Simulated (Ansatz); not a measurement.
# Pt12S23: geometry relaxation (part 2 of 3)

Pt12S23 (defect cell, 35 atoms in the cell); DFT PBE+D3(BJ), scalar-relativistic, plane waves, PAW, no spin polarisation (Ansatz 0.2.0); cutoff 420 eV, 3×3×3 k-mesh, Gaussian smearing of 0.1 eV. The structure derives from an entry of the Crystallography Open Database. It belongs to a series of runs on one base structure; here: S vacancy, atoms relaxed.

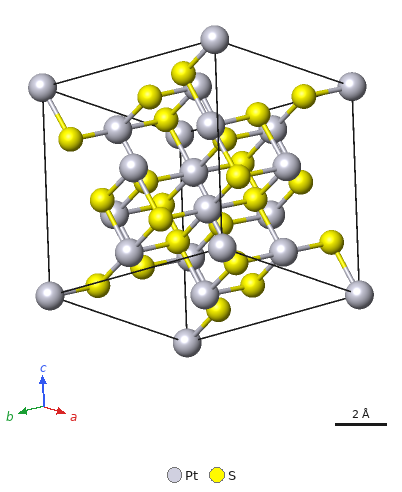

Figure 1. The geometry at step 5 of the log (ball-and-stick view of the cell of the calculation, seen at an oblique angle).

```
SCF converged after 7 iterations
Free energy (F): -171049.413192 eV
Harris-Foulkes:  -171049.413192 eV  (|F-HF|=5.03e-9)
Internal energy: -171049.401774 eV  (E = F + TS)
E sigma→0 (E₀):  -171049.407483 eV
Entropy (-TS):   -0.011419 eV (-0.326 meV/atom)
Fermi energy:    11.934210 eV
--- Per-component energies (eV) ---
  E_band       = -3586.999294
  E_kinetic    = 10097.931544
  E_local      = -33838.220575  (includes V_loc(G=0)·N_el)
  E_nonlocal   = 3039.623476
  E_hartree    = 13165.112092
  E_xc         = -5375.376699
  E_vxc        = -5647.051903  (∫ρ·V_xc dr)
  E_paw        = -127247.750927  (= ΣΔE_a)
  E_vpaw       = -3569.510223  (= ΣTr[D̂ρ^β])
  E_aug_tail   = 0.002323  (compensation charges beyond the density's cutoff)
  E_ewald      = -30875.280607
  E_disp       = -15.442400  (pairwise vdW)
  E_smearing   = -0.011419  (= −TS)
  E_closure    = -0.000000  (closes the sum)
  Σ components = -171049.413192   (vs F -171049.413192, Δ=0.00e0)
--- Forces (eV/Å), atoms counted from 1 ---
  atom   1  Pt     0.00299157     0.01012037     0.00208888
  atom   2  Pt     0.00726871    -0.00765097     0.00208888
  atom   3  Pt    -0.00153008     0.00198610    -0.00094664
  atom   4  Pt     0.00217810     0.00200704     0.00119080
  atom   5  Pt     0.00064910    -0.00288981     0.00119080
  atom   6  Pt    -0.00349025     0.00121909     0.00085953
  atom   7  Pt    -0.01026029    -0.00246941     0.00208888
  atom   8  Pt     0.00248505     0.00033204    -0.00094664
  atom   9  Pt    -0.00282719     0.00088277     0.00119080
  atom  10  Pt     0.00068936    -0.00363219     0.00085953
  atom  11  Pt    -0.00095497    -0.00231814    -0.00094664
  atom  12  Pt     0.00280089     0.00241310     0.00085953
  atom  13  S      0.00286911     0.00303093     0.00178431
  atom  14  S     -0.00510096    -0.00073679    -0.00256656
  atom  15  S      0.00119031    -0.00400019     0.00178431
  atom  16  S      0.00191240     0.00478596    -0.00256656
  atom  17  S     -0.00405942     0.00096926     0.00178431
  atom  18  S      0.00318856    -0.00404917    -0.00256656
  atom  19  S      0.00029147     0.00241744     0.00665183
  atom  20  S     -0.00223930    -0.00095630     0.00665183
  atom  21  S      0.00194783    -0.00146115     0.00665183
  atom  22  S      0.00000000    -0.00000000     0.00211106
  atom  23  S      0.00000000    -0.00000000     0.01093240
  atom  24  S     -0.00114387    -0.00301641     0.00222449
  atom  25  S      0.00318422     0.00051759     0.00222449
  atom  26  S      0.00202314     0.00114239     0.00281818
  atom  27  S     -0.00127625    -0.00332362    -0.01372941
  atom  28  S     -0.00204035     0.00249882     0.00222449
  atom  29  S      0.00012340     0.00349612    -0.00472687
  atom  30  S     -0.00308943    -0.00164119    -0.00472687
  atom  31  S      0.00296602    -0.00185493    -0.00472687
  atom  32  S     -0.00200091     0.00118089     0.00281818
  atom  33  S     -0.00224022     0.00276707    -0.01372941
  atom  34  S     -0.00002223    -0.00232328     0.00281818
  atom  35  S      0.00351646     0.00055655    -0.01372941
  max |Σ_I F_I| component: 1.09e-5 eV/Å
--- Stress (GPa, compression-positive) ---
       -1.604333       0.000000       0.000000
       -0.000000      -1.604333      -0.000000
        0.000000      -0.000000      -0.467735
  P = ⅓ Tr σ = -1.2255 GPa (-12.255 kbar)
--- Band table (eV; the first three rows and the last of 6) ---
  k-point 0: bands = ["-87.8517", "-87.8516", "-87.8516", "-87.8235", "-87.8234", "-87.8234", "-87.7679", "-87.7679", "-87.7679", "-87.3273", "-87.3271", "-87.3271", "-42.1086", "-42.1022", "-42.1022", "-42.0958", "-42.0958", "-42.0936", "-42.0858", "-42.0791", "-42.0791", "-42.0570", "-42.0570", "-42.0540", "-42.0180", "-42.0175", "-42.0175", "-42.0146", "-42.0146", "-42.0145", "-41.9615", "-41.9606", "-41.9606", "-41.9411", "-41.9402", "-41.9402", "-41.8803", "-41.8803", "-41.8802", "-41.6882",
      "-41.6882", "-41.6838", "-41.6198", "-41.6127", "-41.6127", "-41.3429", "-41.3402", "-41.3402", "-3.8291", "-2.5798", "-2.5798", "-2.5189", "-2.5145", "-2.5145", "-2.3664", "-1.8590", "-1.7800", "-1.7800", "-1.7372", "-1.7372", "-1.7084", "-1.6453", "-1.6453", "-1.5669", "-1.5493", "-1.5460", "-1.5460", "-1.5109", "-1.5109", "-1.5078", "-0.5271", "4.3377", "4.4300", "4.4300", "4.5111", "4.8274", "4.8274", "4.8298", "4.8830", "4.8830",
      "5.0200", "5.0378", "5.0378", "5.2192", "5.2459", "5.2552", "5.2552", "5.3161", "5.3161", "5.3305", "5.3355", "5.3355", "5.4138", "5.6043", "5.6043", "5.8142", "5.9836", "5.9836", "6.0317", "6.1801", "6.1801", "6.1905", "6.4394", "6.4394", "6.4856", "6.4926", "6.4926", "6.8157", "6.9095", "6.9095", "6.9196", "7.0205", "7.0205", "7.2306", "7.3019", "7.3319", "7.3319", "7.3460", "7.3665", "7.3665",
      "7.5362", "7.5704", "7.5704", "7.7919", "7.8370", "7.8370", "7.9098", "7.9098", "7.9434", "7.9434", "8.0325", "8.0325", "8.0421", "8.3706", "8.3706", "8.4011", "8.4961", "8.5101", "8.5101", "8.5476", "8.6418", "8.6446", "8.6446", "8.6815", "8.6815", "8.7627", "8.7627", "8.8116", "9.0266", "9.0341", "9.0341", "9.2491", "9.2491", "9.6394", "9.6486", "9.6918", "9.6918", "9.7693", "9.8562", "9.8821",
      "9.9071", "9.9071", "9.9954", "9.9954", "10.1290", "10.1290", "10.1587", "10.2435", "10.2435", "10.5084", "10.5597", "10.5597", "10.6130", "10.6299", "10.6299", "10.9819", "12.0140", "12.0656", "12.0656", "12.4579", "12.5214", "12.5214", "12.6178", "12.7926", "12.7926", "12.9793", "12.9793", "13.1210", "13.3665", "13.3665", "13.4767", "13.5761", "13.5813", "13.5813", "13.6894", "13.6894", "13.6918", "14.1397", "14.1397", "14.4781",
      "15.3742", "15.9923", "16.8834", "16.8834", "17.0364", "17.2617", "17.3123", "17.3123", "17.4352", "17.5860", "17.5860", "17.9013", "17.9152"]
  k-point 1: bands = ["-87.8517", "-87.8516", "-87.8516", "-87.8235", "-87.8234", "-87.8234", "-87.7679", "-87.7679", "-87.7679", "-87.3273", "-87.3271", "-87.3271", "-42.1085", "-42.1023", "-42.1022", "-42.0959", "-42.0958", "-42.0935", "-42.0857", "-42.0792", "-42.0791", "-42.0570", "-42.0570", "-42.0539", "-42.0181", "-42.0175", "-42.0174", "-42.0147", "-42.0145", "-42.0144", "-41.9615", "-41.9606", "-41.9606", "-41.9411", "-41.9402", "-41.9402", "-41.8803", "-41.8803", "-41.8802", "-41.6882",
      "-41.6882", "-41.6838", "-41.6198", "-41.6127", "-41.6127", "-41.3429", "-41.3402", "-41.3402", "-3.6632", "-3.1782", "-2.5022", "-2.4808", "-2.4134", "-2.3329", "-2.1917", "-2.0577", "-1.9077", "-1.8685", "-1.8164", "-1.7800", "-1.7334", "-1.7133", "-1.6476", "-1.6107", "-1.5703", "-1.5343", "-1.4747", "-1.3769", "-1.2763", "-1.1748", "-0.7410", "4.4306", "4.5135", "4.6583", "4.6917", "4.7123", "4.7566", "4.7835", "4.8275", "4.8469",
      "4.8725", "4.9421", "5.0183", "5.1242", "5.1494", "5.2257", "5.2597", "5.3183", "5.3525", "5.4078", "5.4403", "5.5252", "5.5869", "5.6775", "5.7526", "5.8324", "5.8679", "5.9466", "5.9898", "6.0456", "6.0682", "6.1424", "6.2217", "6.3667", "6.4484", "6.5058", "6.5659", "6.7567", "6.8721", "6.9626", "6.9782", "7.0221", "7.1009", "7.1550", "7.1951", "7.2379", "7.2946", "7.3291", "7.3710", "7.4086",
      "7.4242", "7.4584", "7.4949", "7.5575", "7.5915", "7.6660", "7.7454", "7.7837", "7.8472", "7.9992", "8.0713", "8.2339", "8.3037", "8.3934", "8.4500", "8.4694", "8.5257", "8.5644", "8.5992", "8.6499", "8.6705", "8.7004", "8.7280", "8.7432", "8.7874", "8.8644", "8.9377", "8.9724", "9.1140", "9.1560", "9.2120", "9.2946", "9.3417", "9.4055", "9.4397", "9.5337", "9.5936", "9.6492", "9.7356", "9.8609",
      "9.8791", "9.9589", "10.0097", "10.0379", "10.1015", "10.1194", "10.1914", "10.2561", "10.2838", "10.3706", "10.4355", "10.5520", "10.7194", "10.9865", "11.0242", "11.2245", "11.6477", "12.0489", "12.1340", "12.3415", "12.4828", "12.7272", "12.7479", "12.8140", "12.9504", "13.0649", "13.0960", "13.2128", "13.2804", "13.3486", "13.3840", "13.4487", "13.5395", "13.5886", "13.6128", "13.7074", "13.8275", "13.8672", "13.9475", "14.0860",
      "15.7426", "16.4058", "16.6096", "16.7779", "16.9248", "17.0436", "17.0981", "17.1789", "17.2658", "17.3800", "17.5038", "17.7010", "17.8365"]
  k-point 2: bands = ["-87.8517", "-87.8516", "-87.8516", "-87.8235", "-87.8234", "-87.8234", "-87.7679", "-87.7679", "-87.7679", "-87.3273", "-87.3271", "-87.3271", "-42.1085", "-42.1023", "-42.1022", "-42.0959", "-42.0958", "-42.0935", "-42.0857", "-42.0792", "-42.0791", "-42.0570", "-42.0570", "-42.0539", "-42.0181", "-42.0175", "-42.0174", "-42.0147", "-42.0145", "-42.0144", "-41.9615", "-41.9606", "-41.9606", "-41.9411", "-41.9402", "-41.9402", "-41.8803", "-41.8803", "-41.8802", "-41.6882",
      "-41.6881", "-41.6838", "-41.6198", "-41.6127", "-41.6127", "-41.3429", "-41.3402", "-41.3402", "-3.5038", "-3.0854", "-2.9894", "-2.6969", "-2.3201", "-2.2089", "-2.1142", "-1.9954", "-1.9314", "-1.8940", "-1.8683", "-1.8319", "-1.7785", "-1.7227", "-1.6463", "-1.5970", "-1.5155", "-1.4631", "-1.3552", "-1.3031", "-1.1214", "-1.0665", "-1.0002", "4.3242", "4.3689", "4.5975", "4.6418", "4.6793", "4.7690", "4.8200", "4.8662", "4.9389",
      "5.0029", "5.1081", "5.1715", "5.2185", "5.2508", "5.2743", "5.3380", "5.3668", "5.4460", "5.4980", "5.5319", "5.5486", "5.5752", "5.6204", "5.6701", "5.7162", "5.7877", "5.8463", "5.8583", "5.8904", "6.0737", "6.1529", "6.2196", "6.2777", "6.3859", "6.4200", "6.5190", "6.6147", "6.6850", "6.7975", "6.8578", "6.9614", "7.0420", "7.1292", "7.1803", "7.2062", "7.2266", "7.3114", "7.3655", "7.4071",
      "7.4382", "7.5108", "7.5429", "7.6002", "7.6638", "7.6877", "7.7519", "7.8025", "7.8502", "8.0312", "8.1736", "8.2493", "8.3725", "8.4104", "8.4646", "8.5102", "8.5225", "8.5615", "8.5900", "8.6156", "8.6709", "8.6928", "8.7270", "8.8032", "8.8681", "8.9338", "9.0007", "9.0498", "9.1148", "9.2192", "9.2870", "9.3142", "9.4133", "9.4545", "9.4866", "9.5365", "9.5806", "9.6556", "9.7237", "9.7811",
      "9.8287", "9.9128", "9.9652", "10.0374", "10.0569", "10.1345", "10.2002", "10.3068", "10.3411", "10.3799", "10.4904", "10.5890", "10.8460", "10.8989", "11.1474", "11.3753", "11.5575", "12.0682", "12.1294", "12.5107", "12.5650", "12.6395", "12.7060", "12.7854", "12.8468", "12.9134", "13.0214", "13.1562", "13.2372", "13.3512", "13.4317", "13.4758", "13.5227", "13.6204", "13.6390", "13.7126", "13.7675", "13.8499", "13.9588", "14.0812",
      "15.8353", "16.4908", "16.6526", "16.7771", "16.8699", "16.9476", "17.0230", "17.0749", "17.1389", "17.3538", "17.4281", "17.6076", "17.7085"]
  k-point 5: bands = ["-87.8517", "-87.8516", "-87.8516", "-87.8235", "-87.8234", "-87.8234", "-87.7679", "-87.7679", "-87.7679", "-87.3273", "-87.3271", "-87.3271", "-42.1085", "-42.1023", "-42.1022", "-42.0959", "-42.0958", "-42.0935", "-42.0857", "-42.0792", "-42.0791", "-42.0570", "-42.0570", "-42.0539", "-42.0181", "-42.0175", "-42.0174", "-42.0147", "-42.0145", "-42.0144", "-41.9615", "-41.9606", "-41.9606", "-41.9411", "-41.9402", "-41.9402", "-41.8803", "-41.8803", "-41.8802", "-41.6882",
      "-41.6882", "-41.6838", "-41.6198", "-41.6127", "-41.6127", "-41.3429", "-41.3402", "-41.3402", "-3.3480", "-3.0232", "-2.9435", "-2.8343", "-2.5682", "-2.4671", "-2.2190", "-2.0395", "-1.9610", "-1.9295", "-1.8440", "-1.7708", "-1.7091", "-1.5860", "-1.5359", "-1.4525", "-1.4149", "-1.3621", "-1.3322", "-1.3047", "-1.2094", "-1.1769", "-0.9043", "4.1650", "4.2043", "4.3020", "4.6940", "4.7939", "4.8799", "4.9259", "4.9960", "5.0350",
      "5.0954", "5.1392", "5.1787", "5.2831", "5.2997", "5.3342", "5.3567", "5.3779", "5.4081", "5.4411", "5.4749", "5.4998", "5.5640", "5.6394", "5.6925", "5.7047", "5.7813", "5.8616", "5.9069", "5.9392", "6.0277", "6.0591", "6.0903", "6.1807", "6.4153", "6.4981", "6.5412", "6.6292", "6.7076", "6.7508", "6.8324", "6.8928", "6.9683", "7.0198", "7.1405", "7.1923", "7.2122", "7.2335", "7.2686", "7.3341",
      "7.3812", "7.3977", "7.4846", "7.6327", "7.6982", "7.7520", "7.7628", "7.7999", "7.9703", "8.1604", "8.2288", "8.3191", "8.3943", "8.4069", "8.5138", "8.5248", "8.5689", "8.6034", "8.6162", "8.6460", "8.6944", "8.7138", "8.7476", "8.7960", "8.8409", "8.8678", "8.9148", "8.9984", "9.1007", "9.1794", "9.2100", "9.3738", "9.4467", "9.4810", "9.5047", "9.5331", "9.5718", "9.6348", "9.7329", "9.7848",
      "9.8777", "10.0047", "10.0296", "10.1003", "10.1497", "10.1905", "10.2376", "10.2829", "10.3173", "10.4351", "10.5100", "10.5922", "10.8525", "11.0022", "11.0844", "11.2077", "11.4854", "12.0663", "12.1650", "12.4323", "12.4764", "12.7095", "12.7218", "12.7978", "12.9608", "13.0094", "13.0679", "13.1667", "13.2945", "13.3483", "13.3864", "13.4598", "13.4860", "13.5485", "13.6026", "13.6584", "13.7467", "13.8475", "13.8703", "14.0915",
      "16.0117", "16.5055", "16.6420", "16.7587", "16.8319", "16.9553", "17.0980", "17.1778", "17.3147", "17.3657", "17.4175", "17.5286", "17.5643"]
```
